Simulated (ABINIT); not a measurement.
Run report: Pt, single-point calculation

Pt (P6₃/mmc, 2 atoms in the cell), computed with Kohn-Sham DFT of a periodic cell, PBE, PseudoDojo NC SR PBE v0.5 stringent, no spin polarisation (ABINIT 10.8.3).

The structure derives from a Materials Project entry.

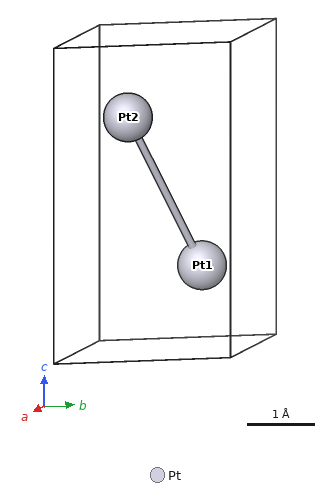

The structure as given in the input (ball-and-stick view of the cell of the calculation, seen slightly off an axis; atoms are numbered from 1 in the order of the input). An atom can appear more than once, as a periodic image. Near neighbours in the periodic cell (some may lie outside the picture): Pt has 12 Pt at 2.76 to 2.88 Å.

Input
```
# Pseudopotentials
pp_dirpath "./"
pseudos "Pt.upf"

# Structure
acell 3*1.0 Angstrom
rprim
     2.7606656158     0.0000000000     0.0000000000
    -1.3803328079     2.3908065546     0.0000000000
     0.0000000000     0.0000000000     4.7921340000
ntypat 1
znucl 78
natom 2
typat 1 1
xcart
    -0.0000000003     3.0119797369     2.2639552031
     2.6084509680     1.5059898682     6.7918656094

# Plane-wave basis
ecut 42.0

# k points
kptopt 1
ngkpt 8 8 4
nshiftk 1
shiftk 0.0 0.0 0.0

# Exchange and correlation
ixc 11

# Bands and occupations
nband 22
occopt 7
tsmear 0.1 eV

# SCF cycle
nstep 100
tolvrs 1.0e-10

# Output
iomode 3
prtwf 0
prtden 0
prteig 0
prtebands 0
enunit 1
```

Run on 1 thread of AMD EPYC (Zen 5), 16 GiB of memory available, shared host.

Command:
```bash
abinit run.abi > log 2>&1
```

Output
```
.Version 10.8.3 of ABINIT
 Symmetries : space group P6_3/m m c (#194); Bravais hP (primitive hexag.)
================================================================================
 Values of the parameters that define the memory need of the present run
     intxc =       0    ionmov =       0      iscf =       7    lmnmax =       8
     lnmax =       8     mgfft =      54  mpssoang =       4    mqgrid =    3001
     natom =       2  nloc_mem =       1    nspden =       1   nspinor =       1
    nsppol =       1      nsym =      24    n1xccc =    2501    ntypat =       1
    occopt =       7   xclevel =       2
       mpw =        2796          nfft =       55296          nkpt =          30
================================================================================
================================================================================

--------------------------------------------------------------------------------
------------- Echo of variables that govern the present computation ------------
--------------------------------------------------------------------------------
 -outvars: echo values of preprocessed input variables --------
            acell      1.8897261259E+00  1.8897261259E+00  1.8897261259E+00 Bohr
              amu      1.95080000E+02
             ecut      4.20000000E+01 Hartree
           enunit           1
              ixc          11
         kptrlatt        8    0    0      0    8    0      0    0    4
          kptrlen      3.62232833E+01
            natom           2
            nband          22
            ngfft          32      32      54
             nkpt          30
            nstep         100
             nsym          24
           ntypat           1
           occopt           7
           prtden           0
        prtebands           0
           prteig           0
            prtwf           0
            rprim      2.7606656158E+00  0.0000000000E+00  0.0000000000E+00
                      -1.3803328079E+00  2.3908065546E+00  0.0000000000E+00
                       0.0000000000E+00  0.0000000000E+00  4.7921340000E+00
          spgroup         194
           tolvrs      1.00000000E-10
           tsmear      3.67493222E-03 Hartree
            typat      1  1
           xangst     -4.8585869831E-10  1.5938710356E+00  1.1980334984E+00
                       1.3803328074E+00  7.9693551737E-01  3.5941004984E+00
            xcart     -9.1813987569E-10  3.0119797373E+00  2.2639552016E+00
                       2.6084509686E+00  1.5059898678E+00  6.7918656109E+00
             xred      3.3333333298E-01  6.6666666632E-01  2.4999999966E-01
                       6.6666666632E-01  3.3333333299E-01  7.4999999966E-01
            znucl       78.00000

================================================================================

 chkinp: Checking input parameters for consistency.

================================================================================
== DATASET  1 ==================================================================

--- !DatasetInfo
iteration_state: {dtset: 1, }
dimensions: {natom: 2, nkpt: 30, mband: 22, nsppol: 1, nspinor: 1, nspden: 1, mpw: 2796, }
cutoff_energies: {ecut:  42.0, pawecutdg:  -1.0, }
electrons: {nelect:   3.60000000E+01, charge:   0.00000000E+00, occopt:   7.00000000E+00, tsmear:   3.67493222E-03, }
meta: {optdriver: 0, ionmov: 0, optcell: 0, iscf: 7, paral_kgb: 0, }
...

 Exchange-correlation functional for the present dataset will be:
  GGA: Perdew-Burke-Ernzerhof functional - ixc=11
  J.P.Perdew, K.Burke, M.Ernzerhof, PRL 77, 3865 (1996)

 Real(R)+Recip(G) space primitive vectors, cartesian coordinates (Bohr,Bohr^-1):
 R(1)=  5.2169019  0.0000000  0.0000000  G(1)=  0.1916846  0.1106692  0.0000000
 R(2)= -2.6084510  4.5179696  0.0000000  G(2)=  0.0000000  0.2213384  0.0000000
 R(3)=  0.0000000  0.0000000  9.0558208  G(3)=  0.0000000  0.0000000  0.1104262
 Unit cell volume ucvol=  2.1344393E+02 bohr^3
 Angles (23,13,12)=  9.00000000E+01  9.00000000E+01  1.20000000E+02 degrees

 getcut: wavevector=  0.0000  0.0000  0.0000  ngfft=  32  32  54
         ecut(hartree)=     42.000   => boxcut(ratio)=   2.04398

--- Pseudopotential description ------------------------------------------------
- pspini: atom type   1  psp file is ./Pt.upf
12 -101130 3 -1 1374                          pspcod,pspxc,lmax,lloc,mmax
     nproj     2     2     2     2

   1.91088531E+03                                ecore*ucvol(ha*bohr**3)
--------------------------------------------------------------------------------

================================================================================

--- !BeginCycle
iteration_state: {dtset: 1, }
solver: {iscf: 7, nstep: 100, nline: 4, wfoptalg: 0, }
tolerances: {tolvrs: 1.00E-10, }
...

     iter   Etot(hartree)      deltaE(h)  residm     vres2
 ETOT  1  -260.97098127150    -2.610E+02 4.136E-01 1.433E+02
 ETOT  2  -261.15470898416    -1.837E-01 3.492E-02 9.416E+01
 ETOT  3  -261.17952057824    -2.481E-02 1.328E-02 4.624E-02
 ETOT  4  -261.17954535435    -2.478E-05 5.042E-03 3.413E-03
 ETOT  5  -261.17954648473    -1.130E-06 4.150E-03 4.805E-04
 ETOT  6  -261.17954666504    -1.803E-07 6.792E-04 1.778E-06
 ETOT  7  -261.17954666540    -3.536E-10 2.992E-04 2.906E-08
 ETOT  8  -261.17954666540     2.274E-13 6.738E-05 1.601E-10
 ETOT  9  -261.17954666540    -1.762E-12 4.632E-05 1.612E-12

 At SCF step    9       vres2   =  1.61E-12 < tolvrs=  1.00E-10 =>converged.

 Cartesian components of stress tensor (hartree/bohr^3)
  sigma(1 1)= -4.71432172E-06  sigma(3 2)=  0.00000000E+00
  sigma(2 2)= -4.71432042E-06  sigma(3 1)=  0.00000000E+00
  sigma(3 3)=  1.15957608E-04  sigma(2 1)=  0.00000000E+00

--- !ResultsGS
iteration_state: {dtset: 1, }
comment   : Summary of ground state results
lattice_vectors:
- [  5.2169019,   0.0000000,   0.0000000, ]
- [ -2.6084510,   4.5179696,   0.0000000, ]
- [  0.0000000,   0.0000000,   9.0558208, ]
lattice_lengths: [   5.21690,    5.21690,    9.05582, ]
lattice_angles: [ 90.000,  90.000, 120.000, ] # degrees, (23, 13, 12)
lattice_volume:   2.1344393E+02
convergence: {deltae: -1.762E-12, res2:  1.612E-12, residm:  4.632E-05, diffor: null, }
etotal    :  -2.61179547E+02
entropy   :   0.00000000E+00
fermie    :   5.62305465E-01
cartesian_stress_tensor: # hartree/bohr^3
- [ -4.71432172E-06,   0.00000000E+00,   0.00000000E+00, ]
- [  0.00000000E+00,  -4.71432042E-06,   0.00000000E+00, ]
- [  0.00000000E+00,   0.00000000E+00,   1.15957608E-04, ]
pressure_GPa:  -1.0447E+00
xred      :
- [  3.3333E-01,   6.6667E-01,   2.5000E-01, Pt]
- [  6.6667E-01,   3.3333E-01,   7.5000E-01, Pt]
cartesian_forces: # hartree/bohr
- [  0.00000000E+00,   0.00000000E+00,  -4.64591586E-31, ]
- [  0.00000000E+00,   0.00000000E+00,   4.64591586E-31, ]
force_length_stats: {min:   4.64591586E-31, max:   4.64591586E-31, mean:   4.64591586E-31, }
...

 Integrated electronic density in atomic spheres:
 ------------------------------------------------
 Atom  Sphere_radius  Integrated_density
    1        2.00000         14.47776986
    2        2.00000         14.47776986
================================================================================

 ----iterations are completed or convergence reached----

 Mean square residual over all n,k,spin=   24.753E-08; max=  46.322E-06
 reduced coordinates (array xred) for    2 atoms
       0.333333332985      0.666666666321      0.249999999660
       0.666666666318      0.333333332988      0.749999999660
 rms dE/dt=  1.5548E-28; max dE/dt=  2.6926E-28; dE/dt below (all hartree)
    1       0.000000000000      0.000000000000      0.000000000000
    2       0.000000000000      0.000000000000     -0.000000000000

 cartesian coordinates (angstrom) at end:
    1     -0.00000000048586     1.59387103557470     1.19803349837252
    2      1.38033280741414     0.79693551737470     3.59410049837253

 cartesian forces (hartree/bohr) at end:
    1      0.00000000000000     0.00000000000000    -0.00000000000000
    2      0.00000000000000     0.00000000000000     0.00000000000000
 frms,max,avg= 2.6823208E-31 4.6459159E-31   0.000E+00  0.000E+00  0.000E+00 h/b

 cartesian forces (eV/Angstrom) at end:
    1      0.00000000000000     0.00000000000000    -0.00000000000000
    2      0.00000000000000     0.00000000000000     0.00000000000000
 frms,max,avg= 1.3793048E-29 2.3890260E-29   0.000E+00  0.000E+00  0.000E+00 e/A
 length scales=  1.889726125908  1.889726125908  1.889726125908 bohr
              =  1.000000000000  1.000000000000  1.000000000000 angstroms
 Fermi (or HOMO) energy (eV) =  15.30111   Average Vxc (eV)= -14.20874
 Eigenvalues (   eV  ) for nkpt=  30  k points:
 kpt#   1, nband= 22, wtk=  0.00391, kpt=  0.0000  0.0000  0.0000 (reduced coord)
 -83.10132  -83.08253  -37.30850  -37.10949  -37.10949  -37.06994  -37.06994  -36.98279
   5.64186    8.29491   11.40595   11.93596   11.93596   12.30006   12.30006   13.53964
  13.53964   14.60105   15.11355   15.11355   19.99482   30.44193
 prteigrs : prtvol=0 or 1, do not print more k-points.

--- !EnergyTerms
iteration_state     : {dtset: 1, }
comment             : Components of total free energy in Hartree
kinetic             :  7.45739211960393E+01
hartree             :  3.96874551383988E+01
xc                  : -4.75347175059423E+01
Ewald energy        : -1.97174474215671E+02
psp_core            :  8.95263386282771E+00
local_psp           : -1.55656752675622E+02
non_local_psp       :  1.59731821867950E+01
internal            : -2.61178752013175E+02
'-kT*entropy'       : -7.94652224204087E-04
total_energy        : -2.61179546665399E+02
total_energy_eV     : -7.10705752386239E+03
band_energy         : -1.98089232557054E+01
...

 Cartesian components of stress tensor (hartree/bohr^3)
  sigma(1 1)= -4.71432172E-06  sigma(3 2)=  0.00000000E+00
  sigma(2 2)= -4.71432042E-06  sigma(3 1)=  0.00000000E+00
  sigma(3 3)=  1.15957608E-04  sigma(2 1)=  0.00000000E+00

-Cartesian components of stress tensor (GPa)         [Pressure= -1.0447E+00 GPa]
- sigma(1 1)= -1.38700134E-01  sigma(3 2)=  0.00000000E+00
- sigma(2 2)= -1.38700095E-01  sigma(3 1)=  0.00000000E+00
- sigma(3 3)=  3.41159061E+00  sigma(2 1)=  0.00000000E+00

== END DATASET(S) ==============================================================
================================================================================

 -outvars: echo values of variables after computation  --------
            acell      1.8897261259E+00  1.8897261259E+00  1.8897261259E+00 Bohr
           etotal     -2.6117954667E+02
            fcart      0.0000000000E+00  0.0000000000E+00 -4.6459158650E-31
                       0.0000000000E+00  0.0000000000E+00  4.6459158650E-31
            rprim      2.7606656158E+00  0.0000000000E+00  0.0000000000E+00
                      -1.3803328079E+00  2.3908065546E+00  0.0000000000E+00
                       0.0000000000E+00  0.0000000000E+00  4.7921340000E+00
           strten     -4.7143217218E-06 -4.7143204233E-06  1.1595760809E-04
                       0.0000000000E+00  0.0000000000E+00  0.0000000000E+00
           xangst     -4.8585869831E-10  1.5938710356E+00  1.1980334984E+00
                       1.3803328074E+00  7.9693551737E-01  3.5941004984E+00
             xred      3.3333333298E-01  6.6666666632E-01  2.4999999966E-01
                       6.6666666632E-01  3.3333333299E-01  7.4999999966E-01
 Calculation completed.
```

Key numbers

```tsv
quantity	value
outcome	converged
space group (tolerance 0.01 Å)	P6₃/mmc (194)
electrons treated	36
free energy	−7107.0575 eV
Fermi energy	15.301 eV
gap on the k-point mesh	none (metallic)
pressure	−1.04 GPa
largest force (length of the vector)	under 0.001 eV/Å
wall time	25 s
peak memory	0.09 GiB
```

Notes

Spin–orbit coupling is left out, which matters for Pt.
